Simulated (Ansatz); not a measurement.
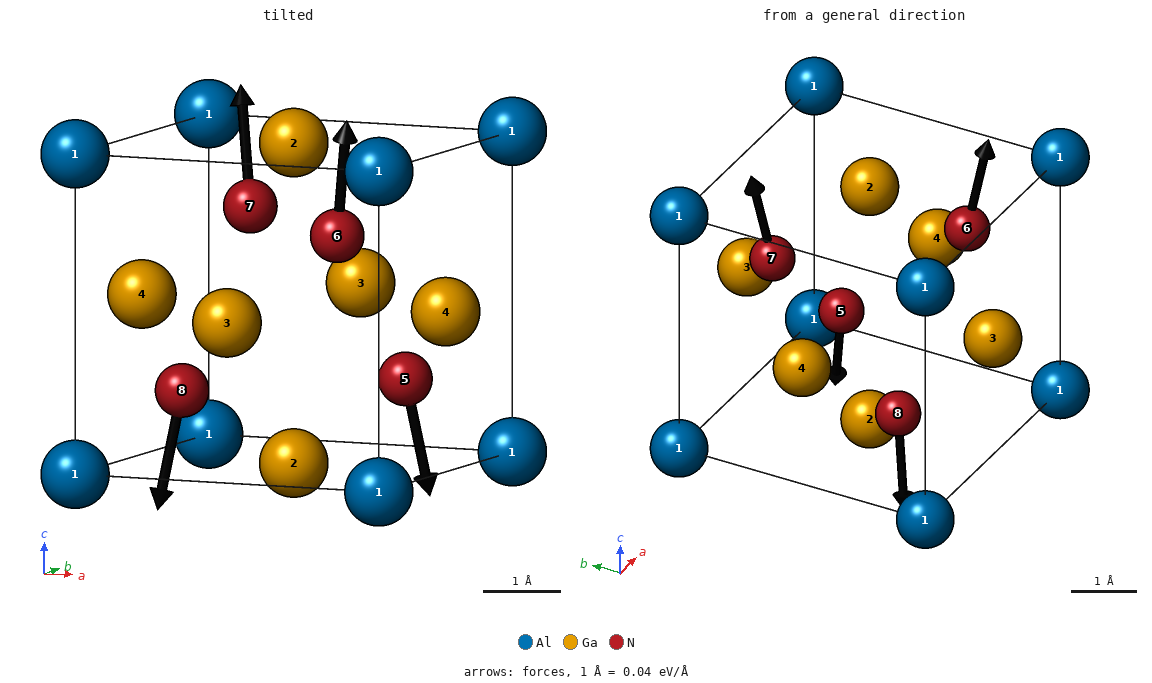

Shown here is a spheres-only view of the crystal, taken slightly off an axis and from a general direction. The simulation cell is outlined; an atom on or near a face, edge or corner is repeated at each equivalent position. The arrows are the computed forces on the atoms.

System: AlGa$_{3}$N$_{4}$. All computed values are from DFT r2SCAN, scalar-relativistic, plane waves, PAW in Ansatz. Settings: a 500 eV plane-wave basis, k-grid 6×6×6, Gaussian smearing of 0.05 eV, no spin polarisation.

> Would an optimiser stop at this geometry?

No. The atoms still feel forces of up to about 0.051 eV/Å, above a usual threshold of 0.01 to 0.03 eV/Å.

> Which atom is pushed hardest?

All N atoms, about 0.051 eV/Å.

Provenance: a structure listed in the Materials Project. The cell was then strained or its atoms displaced on purpose. An electronic-structure calculation with Ansatz was run on it.
